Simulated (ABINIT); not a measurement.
Hubbard response calculation, with input and output: CoO (part 2 of 4)

Continued. System: CoO (Fm-3m, 2 atoms in the cell). Method: Kohn-Sham DFT of a periodic cell, BLYP, DFT+U, JTH PAW PBE v2.0, spin-polarised (ABINIT 10.8.3); cutoff 598.65 eV, 6×6×6 k-mesh, fermi-dirac of 0.05 eV, collinear spins. The structure derives from an entry of the Crystallography Open Database.

Geometry of the input (Å; fractional positions):
```
0.0000  2.1315  2.1315
2.1315  0.0000  2.1315
2.1315  2.1315  0.0000
Co 0.0000  0.0000  0.0000
O  0.5000  0.5000  0.5000
```

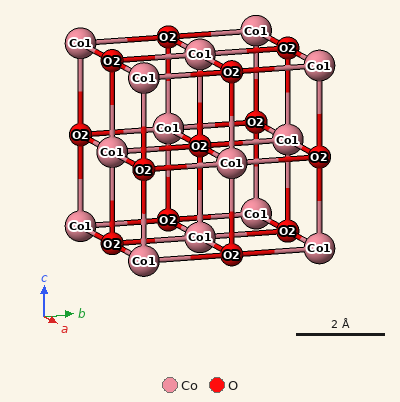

The input geometry (ball-and-stick view of the cell 4 times as large as that of the calculation, set on its symmetry axes, seen slightly off an axis; atoms are numbered from 1 in the order of the input). An atom can appear more than once, as a periodic image.

Log, continued:
```
 Real(R)+Recip(G) space primitive vectors, cartesian coordinates (Bohr,Bohr^-1):
 R(1)=  0.0000000  4.0279544  4.0279544  G(1)= -0.1241325  0.1241325  0.1241325
 R(2)=  4.0279544  0.0000000  4.0279544  G(2)=  0.1241325 -0.1241325  0.1241325
 R(3)=  4.0279544  4.0279544  0.0000000  G(3)=  0.1241325  0.1241325 -0.1241325
 Unit cell volume ucvol=  1.3070242E+02 bohr^3
 Angles (23,13,12)=  6.00000000E+01  6.00000000E+01  6.00000000E+01 degrees

 Coarse grid specifications (used for wave-functions):

 getcut: wavevector=  0.0000  0.0000  0.0000  ngfft=  27  27  27
         ecut(hartree)=     22.000   => boxcut(ratio)=   2.16490

 Fine grid specifications (used for densities):

 getcut: wavevector=  0.0000  0.0000  0.0000  ngfft=  36  36  36
         ecut(hartree)=     44.000   => boxcut(ratio)=   2.11647

--- Pseudopotential description ------------------------------------------------
- pspini: atom type   1  psp file is ./Co.GGA_PBE-JTH.xml
 Pseudopotential format is: paw10
 basis_size (lnmax)=  6 (lmn_size= 18), orbitals=   0   0   1   1   2   2
 Spheres core radius: rc_sph= 2.10903434
 Shapefunction is SIN type: shapef(r)=[sin(pi*r/rshp)/(pi*r/rshp)]**2
 Radius for shape functions =  1.60384542
 Compensation charge density is not taken into account in XC energy/potential

- pspini: atom type   2  psp file is ./O.GGA_PBE-JTH.xml
 Pseudopotential format is: paw10
 basis_size (lnmax)=  4 (lmn_size=  8), orbitals=   0   0   1   1
 Spheres core radius: rc_sph= 1.41465230
 Shapefunction is SIN type: shapef(r)=[sin(pi*r/rshp)/(pi*r/rshp)]**2
 Radius for shape functions =  1.20231231
 Compensation charge density is not taken into account in XC energy/potential

   4.53385745E+02                                ecore*ucvol(ha*bohr**3)
--------------------------------------------------------------------------------

-inwffil : will read wavefunctions from disk file runi_DS1_WFK

 ******************************************
 DFT+U Method used: FLL
 ******************************************

================================================================================

--- !BeginCycle
iteration_state: {dtset: 1, }
solver: {iscf: 17, nstep: 120, nline: 4, wfoptalg: 10, }
tolerances: {tolvrs: 1.00E-09, }
...

     iter   Etot(hartree)      deltaE(h)  residm     nres2   difmagsph maxmagsph
 ETOT  1  -162.53761688886    -1.625E+02 1.138E-07 1.172E-02 2.403E+00 2.403E+00
 ETOT  2  -162.53761419995     2.689E-06 3.576E-07 1.366E-02 1.088E-02 2.414E+00
 ETOT  3  -162.53760198242     1.222E-05 7.010E-08 2.640E-04 5.988E-03 2.408E+00
 ETOT  4  -162.53760171837     2.640E-07 3.581E-09 2.224E-05 8.196E-05 2.408E+00
 ETOT  5  -162.53760171951    -1.134E-09 1.161E-10 3.981E-06 1.034E-04 2.408E+00
 ETOT  6  -162.53760172601    -6.499E-09 9.511E-10 4.387E-07 4.824E-05 2.408E+00
 ETOT  7  -162.53760172723    -1.225E-09 1.289E-11 5.108E-08 1.844E-05 2.408E+00
 ETOT  8  -162.53760172734    -1.091E-10 1.762E-11 1.432E-09 5.446E-06 2.408E+00
 ETOT  9  -162.53760172734    -5.514E-12 1.660E-11 5.557E-11 2.102E-06 2.408E+00

 At SCF step    9       nres2   =  5.56E-11 < tolvrs=  1.00E-09 =>converged.

 Cartesian components of stress tensor (hartree/bohr^3)
  sigma(1 1)= -9.14300576E-05  sigma(3 2)=  2.67078705E-10
  sigma(2 2)= -9.14294647E-05  sigma(3 1)= -2.78527929E-10
  sigma(3 3)= -9.14574366E-05  sigma(2 1)= -2.37804469E-10

--- !ResultsGS
iteration_state: {dtset: 1, }
comment   : Summary of ground state results
lattice_vectors:
- [  0.0000000,   4.0279544,   4.0279544, ]
- [  4.0279544,   0.0000000,   4.0279544, ]
- [  4.0279544,   4.0279544,   0.0000000, ]
lattice_lengths: [   5.69639,    5.69639,    5.69639, ]
lattice_angles: [ 60.000,  60.000,  60.000, ] # degrees, (23, 13, 12)
lattice_volume:   1.3070242E+02
convergence: {deltae: -5.514E-12, res2:  5.557E-11, residm:  1.660E-11, diffor: null, }
etotal    :  -1.62537602E+02
entropy   :   0.00000000E+00
fermie    :   3.88133337E-01
cartesian_stress_tensor: # hartree/bohr^3
- [ -9.14300576E-05,  -2.37804469E-10,  -2.78527929E-10, ]
- [ -2.37804469E-10,  -9.14294647E-05,   2.67078705E-10, ]
- [ -2.78527929E-10,   2.67078705E-10,  -9.14574366E-05, ]
pressure_GPa:   2.6902E+00
xred      :
- [  0.0000E+00,   0.0000E+00,   0.0000E+00, Co]
- [  5.0000E-01,   5.0000E-01,   5.0000E-01,  O]
cartesian_forces: # hartree/bohr
- [ -2.26713611E-06,  -1.00972861E-12,   1.98015695E-11, ]
- [  2.26713611E-06,   1.00972861E-12,  -1.98015695E-11, ]
force_length_stats: {min:   2.26713611E-06, max:   2.26713611E-06, mean:   2.26713611E-06, }
...

 Integrated electronic and magnetization densities in atomic spheres:
 ------------------------------------------------------------------------------------------------------------
 Radius=ratsph(iatom), smearing ratsm=  0.0000. Diff(up-dn)=approximate z local magnetic moment.
    Atom    Radius    up_density   dn_density  Total(up+dn)  Diff(up-dn)
    1 Co   2.10903     8.853320     6.445362     15.298682     2.407958
    2  O   1.41465     2.382519     2.141917      4.524436     0.240602
 ------------------------------------------------------------------------------------------------------------
  Sum:                11.235838     8.587279     19.823117     2.648559
 Total magnetization (from the atomic spheres):                2.648559
 Total magnetization (exact up - dn):                          2.710239

 ---------- DFT+U DATA ---------------------------------------------------

 ====== For Atom     1, occupations for correlated orbitals. lpawu =   2

 Atom   1. Occ. for lpawu and for spin  1 =   4.60991
 Atom   1. Occ. for lpawu and for spin  2 =   2.23356
 => On atom   1,  local Mag. for lpawu is       -2.376356

 == Occupation matrix for correlated orbitals:

 Occupation matrix for spin  1
     0.92678   -0.00000   -0.00000    0.00000    0.00000
    -0.00000    0.92678   -0.00000   -0.00000    0.00000
    -0.00000   -0.00000    0.91479    0.00000    0.00000
     0.00000   -0.00000    0.00000    0.92678    0.00000
     0.00000    0.00000    0.00000    0.00000    0.91479

 Occupation matrix for spin  2
     0.64738    0.00000    0.00000   -0.00000   -0.00000
     0.00000    0.64742    0.00000    0.00000   -0.00000
     0.00000    0.00000    0.14567   -0.00000   -0.00000
    -0.00000    0.00000   -0.00000    0.64742   -0.00000
    -0.00000   -0.00000   -0.00000   -0.00000    0.14567

 ---------- calculate U, (J) start ----------

 All pawujat  ok and equal to   1
 macro_uj=1 and nspden=2: standard determination of Hubbard U-parameter

*********************************************************************
************************  Linear Response U  ************************

 Info printed for perturbed atom:    1

  Perturbations           Occupations
 --------------- -----------------------------
    alpha [eV]     Unscreened      Screened
 --------------- -----------------------------
   0.0000000000   6.8336951207   6.8336951207
  -0.1000000000   6.8418022636   6.8434667074

                    Scalar response functions:
                    Chi0 [eV^-1]:     -0.18016
                    Chi [eV^-1]:      -0.09772

 The scalar U from the two-point regression scheme is   4.68309 eV.
*********************************************************************
*********************************************************************
Note: For more reliable linear regressions of the response
matrices, it is advised that you have more than two points.
See the LRUJ protocol for more information.

 URES      ii    nat       r_max    U(J)[eV]   U_ASA[eV]   U_inf[eV]
 URES       1      1     0.00000     1.17077     0.97076     0.87875
 URES       2      8     8.05590     4.10493     3.40364     3.08103
 URES       3     27     9.86640     4.50987     3.73939     3.38496
 URES       4     64    16.11180     4.60994     3.82237     3.46007
 URES       5    125    17.08920     4.64563     3.85196     3.48686
 URES       6    216    24.16770     4.66141     3.86505     3.49871

 ---------- calculate U, (J) end --------------

================================================================================

 ----iterations are completed or convergence reached----

 Mean square residual over all n,k,spin=   14.841E-15; max=  16.597E-12
 reduced coordinates (array xred) for    2 atoms
       0.000000000000      0.000000000000      0.000000000000
       0.500000000000      0.500000000000      0.500000000000
 rms dE/dt=  7.4562E-06; max dE/dt=  9.1266E-06; dE/dt below (all hartree)
    1       0.000000000139      0.000009126641      0.000009126589
    2       0.000000000290     -0.000009137042     -0.000009137261

 cartesian coordinates (angstrom) at end:
    1      0.00000000000000     0.00000000000000     0.00000000000000
    2      2.13150165856180     2.13150165856180     2.13150165856180

 cartesian forces (hartree/bohr) at end:
    1     -0.00000226713611    -0.00000000000101     0.00000000001980
    2      0.00000226713611     0.00000000000101    -0.00000000001980
 frms,max,avg= 1.3089316E-06 2.2671361E-06   1.335E-09 -9.858E-12 -4.344E-11 h/b

 cartesian forces (eV/Angstrom) at end:
    1     -0.00011658082634    -0.00000000005192     0.00000000101824
    2      0.00011658082634     0.00000000005192    -0.00000000101824
 frms,max,avg= 6.7307971E-05 1.1658083E-04   6.863E-08 -5.069E-10 -2.234E-09 e/A
 length scales=  1.000000000000  1.000000000000  1.000000000000 bohr
              =  0.529177210544  0.529177210544  0.529177210544 angstroms
 Fermi (or HOMO) energy (hartree) =   0.38813   Average Vxc (hartree)=  -0.41869
 Magnetization (Bohr magneton)=  2.71024414E+00
 Total spin up =  1.28551221E+01   Total spin down =  1.01448779E+01
 Eigenvalues (hartree) for nkpt= 112  k points, SPIN UP:
 kpt#   1, nband= 16, wtk=  0.00463, kpt=  0.0000  0.0000  0.0000 (reduced coord)
  -3.15385   -1.80680   -1.80680   -1.80680   -0.34870    0.27457    0.27457    0.27458
   0.27765    0.27765    0.28291    0.28291    0.28291    0.43580    1.03432    1.06603
      occupation numbers for kpt#   1
   1.00000    1.00000    1.00000    1.00000    1.00000    1.00000    1.00000    1.00000
   1.00000    1.00000    1.00000    1.00000    1.00000    0.00000    0.00000    0.00000
 prteigrs : prtvol=0 or 1, do not print more k-points.

 Eigenvalues (hartree) for nkpt= 112  k points, SPIN DOWN:
 kpt#   1, nband= 16, wtk=  0.00463, kpt=  0.0000  0.0000  0.0000 (reduced coord)
  -3.04865   -1.70485   -1.70485   -1.70485   -0.33322    0.29164    0.29164    0.29164
   0.34794    0.34794    0.34794    0.39169    0.39169    0.45302    1.03252    1.08317
      occupation numbers for kpt#   1
   1.00000    1.00000    1.00000    1.00000    1.00000    1.00000    1.00000    1.00000
   1.00000    1.00000    1.00000    0.12634    0.12616    0.00000    0.00000    0.00000
 prteigrs : prtvol=0 or 1, do not print more k-points.

--- !EnergyTerms
iteration_state     : {dtset: 1, }
comment             : Components of total free energy in Hartree
kinetic             :  1.93181992506715E+01
hartree             :  4.26503279725279E+01
xc                  : -5.94392172706025E+00
Ewald energy        : -1.06281348087594E+02
psp_core            :  3.46883976500355E+00
local_psp           : -1.42621305125954E+02
PAW spherical_terms :  2.68979798029971E+01
internal            : -1.62511228149408E+02
'-kT*entropy'       : -1.22828487329337E-03
total_energy        : -1.62512456434281E+02
total_energy_eV     : -4.42218922181639E+03
...

--- !EnergyTermsDC
iteration_state     : {dtset: 1, }
comment             : '"Double-counting" decomposition of free energy'
band_energy         : -1.38547262744017E+01
Ewald energy        : -1.06281348087594E+02
psp_core            :  3.46883976500355E+00
xc_dc               : -4.08784959475221E+01
PAW spherical_terms : -4.99064289795704E+00
internal            : -1.62536373442472E+02
'-kT*entropy'       : -1.22828487329337E-03
total_energy_dc     : -1.62537601727345E+02
total_energy_dc_eV  : -4.42287346009821E+03
...

--- !EnergyTermsWithPAWCore
iteration_state     : {dtset: 1, }
comment             : 'Components of total free energy, including PAW core contributions'
Total energy        : -1.46904666882055E+03
Total energy DC     : -1.46907181411361E+03
Total energy (eV)   : -3.99747963186476E+04
Total energy DC (eV): -3.99754805569294E+04
...

 Cartesian components of stress tensor (hartree/bohr^3)
  sigma(1 1)= -9.14300576E-05  sigma(3 2)=  2.67078705E-10
  sigma(2 2)= -9.14294647E-05  sigma(3 1)= -2.78527929E-10
  sigma(3 3)= -9.14574366E-05  sigma(2 1)= -2.37804469E-10

-Cartesian components of stress tensor (GPa)         [Pressure=  2.6902E+00 GPa]
- sigma(1 1)= -2.68996517E+00  sigma(3 2)=  7.85772680E-06
- sigma(2 2)= -2.68994772E+00  sigma(3 1)= -8.19457458E-06
- sigma(3 3)= -2.69077068E+00  sigma(2 1)= -6.99644902E-06

================================================================================
== DATASET  2 ==================================================================

--- !DatasetInfo
iteration_state: {dtset: 2, }
dimensions: {natom: 2, nkpt: 112, mband: 16, nsppol: 2, nspinor: 1, nspden: 2, mpw: 656, }
cutoff_energies: {ecut:  22.0, pawecutdg:  44.0, }
electrons: {nelect:   2.30000000E+01, charge:   0.00000000E+00, occopt:   3.00000000E+00, tsmear:   1.83746611E-03, }
meta: {optdriver: 0, ionmov: 0, optcell: 0, iscf: 17, paral_kgb: 0, }
...

 Real(R)+Recip(G) space primitive vectors, cartesian coordinates (Bohr,Bohr^-1):
 R(1)=  0.0000000  4.0279544  4.0279544  G(1)= -0.1241325  0.1241325  0.1241325
 R(2)=  4.0279544  0.0000000  4.0279544  G(2)=  0.1241325 -0.1241325  0.1241325
 R(3)=  4.0279544  4.0279544  0.0000000  G(3)=  0.1241325  0.1241325 -0.1241325
 Unit cell volume ucvol=  1.3070242E+02 bohr^3
 Angles (23,13,12)=  6.00000000E+01  6.00000000E+01  6.00000000E+01 degrees

 Coarse grid specifications (used for wave-functions):

 getcut: wavevector=  0.0000  0.0000  0.0000  ngfft=  27  27  27
         ecut(hartree)=     22.000   => boxcut(ratio)=   2.16490

 Fine grid specifications (used for densities):

 getcut: wavevector=  0.0000  0.0000  0.0000  ngfft=  36  36  36
         ecut(hartree)=     44.000   => boxcut(ratio)=   2.11647
--------------------------------------------------------------------------------

-inwffil : will read wavefunctions from disk file runi_DS2_WFK

 ******************************************
 DFT+U Method used: FLL
 ******************************************

================================================================================

--- !BeginCycle
iteration_state: {dtset: 2, }
solver: {iscf: 17, nstep: 120, nline: 4, wfoptalg: 10, }
tolerances: {tolvrs: 1.00E-09, }
...

     iter   Etot(hartree)      deltaE(h)  residm     nres2   difmagsph maxmagsph
 ETOT  1  -162.49992206273    -1.625E+02 2.889E-08 3.031E-03 2.422E+00 2.422E+00
 ETOT  2  -162.49992146719     5.955E-07 9.279E-08 3.603E-03 6.336E-03 2.416E+00
 ETOT  3  -162.49991828458     3.183E-06 1.983E-08 7.024E-05 3.392E-03 2.419E+00
 ETOT  4  -162.49991821167     7.291E-08 1.219E-09 3.189E-06 1.135E-04 2.419E+00
 ETOT  5  -162.49991821647    -4.803E-09 1.309E-10 1.509E-06 2.865E-05 2.419E+00
 ETOT  6  -162.49991821727    -7.954E-10 5.242E-11 3.943E-08 1.580E-05 2.419E+00
 ETOT  7  -162.49991821743    -1.573E-10 5.141E-11 6.817E-09 9.447E-06 2.419E+00
 ETOT  8  -162.49991821745    -2.615E-11 2.758E-11 3.175E-10 3.291E-06 2.419E+00

 At SCF step    8       nres2   =  3.18E-10 < tolvrs=  1.00E-09 =>converged.

 Cartesian components of stress tensor (hartree/bohr^3)
  sigma(1 1)= -1.01374761E-04  sigma(3 2)=  3.52965517E-10
  sigma(2 2)= -1.01374097E-04  sigma(3 1)= -3.54606553E-10
  sigma(3 3)= -1.01401579E-04  sigma(2 1)= -3.08521508E-10

--- !ResultsGS
iteration_state: {dtset: 2, }
comment   : Summary of ground state results
lattice_vectors:
- [  0.0000000,   4.0279544,   4.0279544, ]
- [  4.0279544,   0.0000000,   4.0279544, ]
- [  4.0279544,   4.0279544,   0.0000000, ]
lattice_lengths: [   5.69639,    5.69639,    5.69639, ]
lattice_angles: [ 60.000,  60.000,  60.000, ] # degrees, (23, 13, 12)
lattice_volume:   1.3070242E+02
convergence: {deltae: -2.615E-11, res2:  3.175E-10, residm:  2.758E-11, diffor: null, }
etotal    :  -1.62499918E+02
entropy   :   0.00000000E+00
fermie    :   3.91115200E-01
cartesian_stress_tensor: # hartree/bohr^3
- [ -1.01374761E-04,  -3.08521508E-10,  -3.54606553E-10, ]
- [ -3.08521508E-10,  -1.01374097E-04,   3.52965517E-10, ]
- [ -3.54606553E-10,   3.52965517E-10,  -1.01401579E-04, ]
pressure_GPa:   2.9828E+00
xred      :
- [  0.0000E+00,   0.0000E+00,   0.0000E+00, Co]
- [  5.0000E-01,   5.0000E-01,   5.0000E-01,  O]
cartesian_forces: # hartree/bohr
- [ -2.27955010E-06,   6.19506266E-10,   1.03457149E-10, ]
- [  2.27955010E-06,  -6.19506266E-10,  -1.03457149E-10, ]
force_length_stats: {min:   2.27955018E-06, max:   2.27955018E-06, mean:   2.27955018E-06, }
...

 Integrated electronic and magnetization densities in atomic spheres:
 ------------------------------------------------------------------------------------------------------------
 Radius=ratsph(iatom), smearing ratsm=  0.0000. Diff(up-dn)=approximate z local magnetic moment.
    Atom    Radius    up_density   dn_density  Total(up+dn)  Diff(up-dn)
    1 Co   2.10903     8.854859     6.435642     15.290502     2.419217
    2  O   1.41465     2.381279     2.144735      4.526015     0.236544
```
